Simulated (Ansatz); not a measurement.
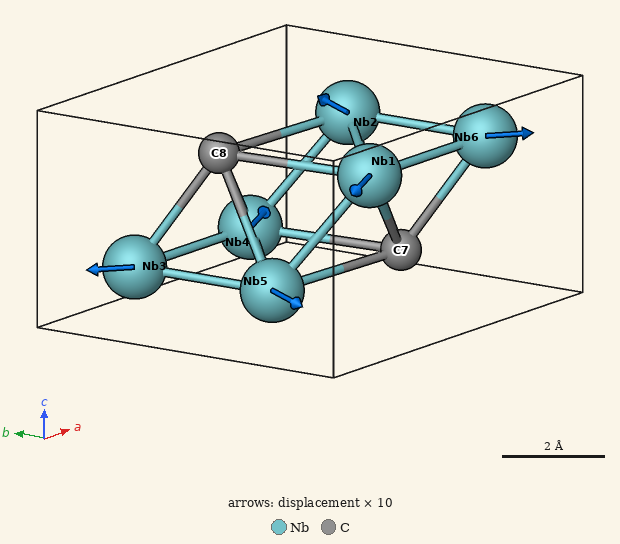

This is a relaxation of crystalline Nb$_{3}$C (a generated structure, set up in P6_3/mmc) (coarse preliminary run). The starting structure is drawn; blue arrows show the displacements (the part carried along by the change of the cell is left out), magnified 10 times.

A ball-and-stick model of the cell of the calculation, seen from a free direction.

Method: DFT PBE, scalar-relativistic, plane waves, PAW (Ansatz).

Input
```yaml
crystal:
  lattice:
    - [6.30086518, 0.0, 0.0]
    - [-3.15043259, 5.45670931, 0.0]
    - [0.0, 0.0, 4.75855819]
  atoms:
    - { symbol: Nb, position: [0.35710081, 0.17855041, 0.75] }
    - { symbol: Nb, position: [0.82144959, 0.64289919, 0.75] }
    - { symbol: Nb, position: [0.17855041, 0.82144959, 0.25] }
    - { symbol: Nb, position: [0.64289919, 0.82144959, 0.25] }
    - { symbol: Nb, position: [0.17855041, 0.35710081, 0.25] }
    - { symbol: Nb, position: [0.82144959, 0.17855041, 0.75] }
    - { symbol: C, position: [0.66666667, 0.33333333, 0.25] }
    - { symbol: C, position: [0.33333333, 0.66666667, 0.75] }
basis:
  ecutwfc: 420
kpoints:
  mp_grid: { grid: [3, 3, 4] }
hamiltonian:
  xc: pbe
scf:
  occupations: { method: gaussian, width: 0.1 }
  lower_state_search: "off"
output:
  forces: true
  stress: true
  eigenvalues: true
relax:
  adjacent_minimum: "off"
  f_tol: 0.04
  max_steps: 70
  cell: { stress_tol: 0.4 }
```

Run as
```bash
ansatz run input.yaml --threads 1 --pin off --max-ram 2560MiB --backend cpu --events-out ev --progress --plain --runs-dir out
```

Q: What happened in the run?

A: After 6 accepted moves (7 points after the start) the energy has fallen by 834 meV per atom. The largest force component goes from 0.43 to 0.0042 eV/Å. The pressure goes from −29.96 to −0.06 GPa. The SCF was repeated once at an unchanged geometry on a basis and grid sized afresh for the cell, which shifted the energy by 1.0 meV per atom at most. The largest moves relative to the cell, 0.099 Å, are those of Nb1, Nb2, Nb3, Nb4, Nb5 and Nb6. Nb1 goes along [−2 −1 0]. C stays in place. Cell: a = b 6.301 → 5.322 Å (−15.5 %), c 4.759 → 4.808 Å (+1.0 %). Volume −27.9 %. Near-neighbour distances that change, for instance: Nb1–Nb2 3.375 → 2.680 Å, Nb1–C8 3.153 → 2.661 Å, Nb1–Nb2 (another image) 2.926 → 2.642 Å, Nb1–Nb3 3.075 → 2.859 Å. New bonds form: Nb1–Nb2 (3.38 → 2.68 Å), Nb1–Nb6 (3.38 → 2.68 Å), Nb2–Nb6 (3.38 → 2.68 Å), Nb3–Nb4 (3.38 → 2.68 Å). Bond angles that change, for instance: Nb1–C7–Nb1 109.3° → 115.2°, Nb1–C7–Nb2 60.2° → 55.3°, Nb1–C7–Nb2 146.3° → 148.9°. The space group stays P6_3/mmc (No. 194). Cost: 42 s on 1 thread of Arm Neoverse V1, with other jobs on the host, peak memory 0.42 GiB.
